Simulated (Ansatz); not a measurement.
Band-structure calculation of KBr (part 2 of 2)

KBr (P6₃/mmc, 4 atoms in the cell); DFT, HSE06, plane waves, PAW, no spin polarisation (Ansatz 0.2.0); cutoff 420 eV, 6×6×4 k-mesh, fixed occupations. The structure was built on a prototype by a generator. The geometry comes from this level: r2SCAN (a point of a series of strains). It belongs to a series of runs on one base structure; here: epitaxial_xy strain -5.4%.

Geometry of the input (Å; fractional positions):
```
5.3159  0.0000  0.0000
-2.6579  4.6037  0.0000
0.0000  0.0000  6.6308
K  0.3333  0.6667  0.2500
K  0.6667  0.3333  0.7500
Br 0.6667  0.3333  0.2500
Br 0.3333  0.6667  0.7500
```

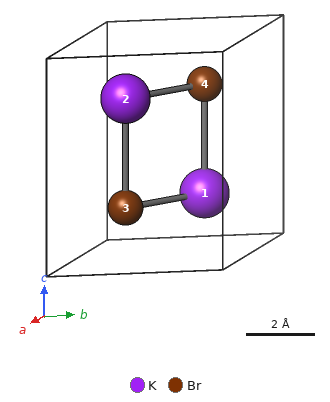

Fig. 1: The input geometry (ball-and-stick view of the cell of the calculation, seen slightly off an axis; atoms are numbered from 1 in the order of the input).

## Output, continued
```
--- Stress (GPa, compression-positive) ---
        2.489911      -0.000000       0.000000
       -0.000000       2.489911       0.000000
        0.000000       0.000000       0.418795
  P = ⅓ Tr σ = 1.7995 GPa (17.995 kbar)
--- Band table (eV; the first three rows and the last of 21) ---
  k-point 0: bands = ["-30.4478", "-30.4382", "-13.9121", "-13.8010", "-12.6813", "-12.6530", "-12.6530", "-12.6151", "-12.6151", "-12.5687", "-1.4248", "-1.1468", "-1.1468", "-0.9645", "-0.9645", "-0.5752", "4.8915", "7.8761", "8.3652", "8.3652", "8.9373"]
  k-point 1: bands = ["-30.4464", "-30.4396", "-13.9368", "-13.8648", "-12.6473", "-12.6473", "-12.6205", "-12.6205", "-12.5980", "-12.5251", "-1.4302", "-1.1269", "-1.1269", "-0.9985", "-0.9985", "-0.8609", "5.3195", "7.2697", "8.6919", "8.6919", "9.4850"]
  k-point 2: bands = ["-30.4430", "-30.4430", "-13.9409", "-13.9409", "-12.6338", "-12.6338", "-12.6338", "-12.6338", "-12.5019", "-12.5019", "-1.2812", "-1.2812", "-1.0696", "-1.0696", "-1.0696", "-1.0696", "6.2341", "6.2341", "9.4456", "9.4456", "9.4456"]
  k-point 20: bands = ["-30.4415", "-30.4415", "-14.1619", "-14.1619", "-12.6586", "-12.6586", "-12.5819", "-12.5819", "-12.2520", "-12.2520", "-1.6231", "-1.6231", "-1.0523", "-1.0523", "-0.8741", "-0.8741", "6.8813", "6.8813", "8.5699", "8.5699", "9.1716"]
```

## File bands.tsv
```
# k_distance	band_0	band_1	band_2	band_3	band_4	band_5	band_6	band_7	band_8	band_9	band_10	band_11	band_12	band_13	band_14	band_15	band_16	band_17	band_18	band_19	band_20
# fermi_ev = -0.575205
# lock_threshold_ev = 1e-6
# [0, 0, 0] at k_distance = 0.000000
# [0.5, 0, 0] at k_distance = 0.682410
# [0.3333333333, 0.3333333333, 0] at k_distance = 1.076399
# [0, 0, 0.5] at k_distance = 1.995846
# [0.5, 0, 0.5] at k_distance = 2.678255
# [0.3333333333, 0.3333333333, 0.5] at k_distance = 3.072245
# levels_relative_to = fermi_ev
# free_energy_ev = -8654.497739
# largest_residual_norms_ev = 1.333e-4 1.336e-4 3.910e-4 3.942e-4 5.234e-4 5.238e-4 4.982e-4 5.414e-4 3.815e-4 3.827e-4 1.517e-3 3.562e-3 3.562e-3 2.463e-3 3.299e-3 3.301e-3 4.333e-3 4.336e-3 4.363e-3 4.456e-3 2.710e-3
0.000000	-29.872602	-29.863040	-13.336898	-13.225841	-12.106087	-12.077792	-12.077792	-12.039867	-12.039867	-11.993448	-0.849610	-0.571645	-0.571645	-0.389325	-0.389325	-0.000000	5.466753	8.451342	8.940399	8.940399	9.512531
0.682410	-29.868075	-29.864899	-13.517475	-13.491976	-12.096963	-12.064865	-12.046179	-12.027503	-11.784413	-11.769806	-0.874025	-0.607145	-0.587867	-0.554207	-0.322960	-0.190512	7.254359	7.851174	7.994104	8.174839	9.466288
1.076399	-29.866319	-29.866319	-13.526268	-13.526268	-12.112685	-12.054450	-12.045736	-12.045736	-11.737822	-11.737822	-0.695117	-0.684079	-0.684079	-0.457782	-0.457782	-0.200355	7.075337	7.189707	8.822589	8.822590	9.310241
1.995846	-29.867789	-29.867789	-13.365710	-13.365710	-12.058571	-12.058571	-12.058571	-12.058571	-11.926703	-11.926703	-0.706016	-0.706016	-0.494436	-0.494436	-0.494436	-0.494436	6.809347	6.809347	10.020845	10.020845	10.020845
2.678255	-29.866444	-29.866444	-13.566659	-13.566659	-12.071357	-12.071357	-12.010671	-12.010671	-11.711108	-11.711108	-1.063554	-1.063554	-0.393874	-0.393874	-0.349132	-0.349132	7.462374	7.462374	9.629339	9.629339	9.636418
3.072245	-29.866277	-29.866277	-13.586731	-13.586731	-12.083364	-12.083364	-12.006693	-12.006693	-11.676757	-11.676757	-1.047910	-1.047910	-0.477123	-0.477123	-0.298912	-0.298912	7.456543	7.456543	9.145127	9.145127	9.746804
```

## File rho_z.tsv
```
# z_ang	rho[e/angstrom^3]
# format = ansatz-planar-average/11
# lattice	5.315866584	-0.000000000	0.000000000
# lattice	-2.657933292	4.603675505	0.000000000
# lattice	0.000000000	0.000000000	6.630849537
# sites	4
# site	19	0.000000000	3.069117003	1.657712384
# site	19	2.657933292	1.534558502	4.973137153
# site	35	2.657933292	1.534558502	1.657712384
# site	35	0.000000000	3.069117003	4.973137153
0.000000	2.301853e-2
0.147352	2.527955e-2
0.294704	3.259829e-2
0.442057	4.668999e-2
0.589409	7.081054e-2
0.736761	1.098975e-1
0.884113	1.684287e-1
1.031465	2.447414e-1
1.178818	3.267705e-1
1.326170	3.964634e-1
1.473522	4.411859e-1
1.620874	4.592844e-1
1.768227	4.533691e-1
1.915579	4.222767e-1
2.062931	3.642045e-1
2.210283	2.861538e-1
2.357635	2.048705e-1
2.504988	1.366147e-1
2.652340	8.813898e-2
2.799692	5.722113e-2
2.947044	3.863567e-2
3.094396	2.823021e-2
3.241749	2.357555e-2
3.389101	2.357555e-2
3.536453	2.823021e-2
3.683805	3.863567e-2
3.831158	5.722113e-2
3.978510	8.813898e-2
4.125862	1.366147e-1
4.273214	2.048705e-1
4.420566	2.861538e-1
4.567919	3.642045e-1
4.715271	4.222767e-1
4.862623	4.533691e-1
5.009975	4.592844e-1
5.157327	4.411859e-1
5.304680	3.964634e-1
5.452032	3.267705e-1
5.599384	2.447414e-1
5.746736	1.684287e-1
5.894088	1.098975e-1
6.041441	7.081054e-2
6.188793	4.668999e-2
6.336145	3.259829e-2
6.483497	2.527955e-2
```

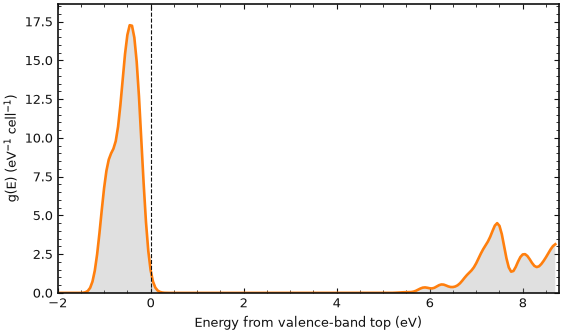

Fig. 2: Density of states (the curve is built from the levels of the k mesh with Gaussians 0.3 eV wide, which also blur the band edges), with energies from the valence-band top. There is a gap of 5.47 eV on the k-point mesh. Small ripples come from the finite k-point mesh.

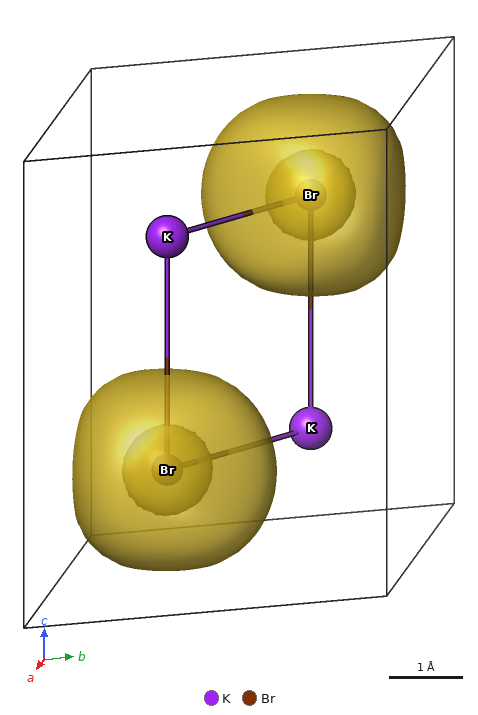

Fig. 3: Isosurface of the electron localisation function at 0.7 (yellow), seen slightly off an axis. Core shells and regions of very low density are left out. Sticks mark near contacts. The outline is the cell set on symmetry axes. Along the contacts the grid gives the following. K–Br (3.07 Å): the ELF peaks at about 0.90 in the valence shell of Br, 0.9 Å from its nucleus, and drops to about 0.05 between the two atoms, as expected for ionic bonding with no shared pair. K–Br (3.32 Å): the ELF is about 0.10 at the midpoint (two separate closed shells). The fields are those of the smooth PAW valence density.

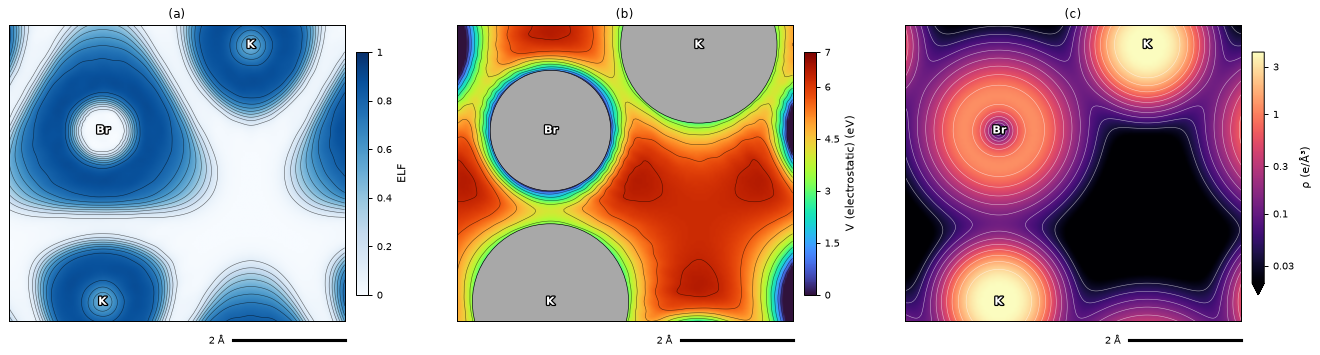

Fig. 4: (a) ELF; (b) electrostatic potential (local pseudopotential plus Hartree) felt by an electron; (c) valence electron density on the (001) plane of the conventional cell. Grey discs, where drawn, cover atomic cores. The plane passes through K and Br nuclei. K–Br (3.07 Å): ρ at the midpoint is about 0.13 e/Å³; the ELF peaks at about 0.90 in the valence shell of Br, 0.9 Å from its nucleus, and drops to about 0.05 between the two atoms (ionic bonding with no shared pair). The density dies away to nearly zero in the voids. The strong features right at K lie inside the PAW spheres (semicore, d or f shells) and say nothing about bonding. Outside the cores the potential energy rises away from the atoms and is highest about 1.8 Å from the nearest atoms; outside the discs it spans about 6 eV, and its zero is arbitrary.
